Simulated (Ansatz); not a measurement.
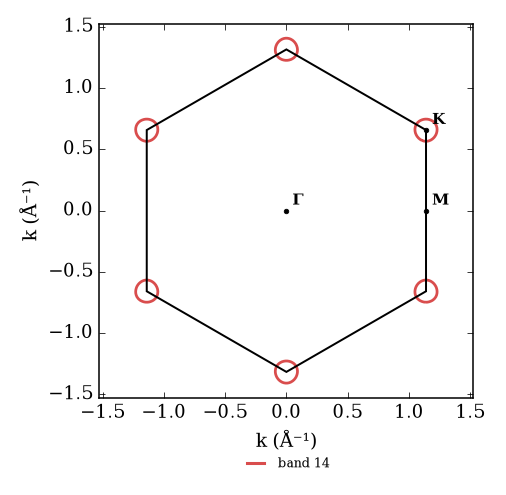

Constant-energy contours of a single layer of WS2 (space group of the slab cell P-6m2), 0.10 eV above the conduction-band minimum (one colour a band).

All numbers here come from DFT PBE, scalar-relativistic, plane waves, PAW; levels and slopes on a dense k mesh at the converged density in Ansatz. No spin polarisation. The levels come from a k mesh of 72×72×1 points. Unrelaxed database geometry. The cell comes from a database of computed structures, not from a measurement.

Masses come from a second pass at points close to the extrema; at the energies drawn a band may no longer be parabolic.

Where are the valleys, how many are there, and what are their masses?

Band 14 forms the conduction edge. Within this energy: two equivalent minima at K, mass 0.29 mₑ in all directions. Further from the edge, not drawn: six equivalent minima on the K–Γ line, 0.27 eV above the edge, principal masses 0.59 and 0.80 mₑ.

And the gap?

The gap is indirect, 1.79 eV at this level of theory (semilocal functionals give gaps that are too small, and can reorder valleys that lie close). It is nearly direct: the smallest vertical gap, at K, is only 1.80 eV, so the kind of gap isn't settled at this level. Another valley lies within 0.05 eV of an edge, so the kind of gap can change with the cell or the functional.

Spin-orbit coupling, left out here, can change the gap, its kind, the place of the band edges and the masses, since the compound holds W.

Time for the whole run: 2.5 min on 1 thread of Arm Neoverse V1 (shared host), peak memory 0.85 GiB.
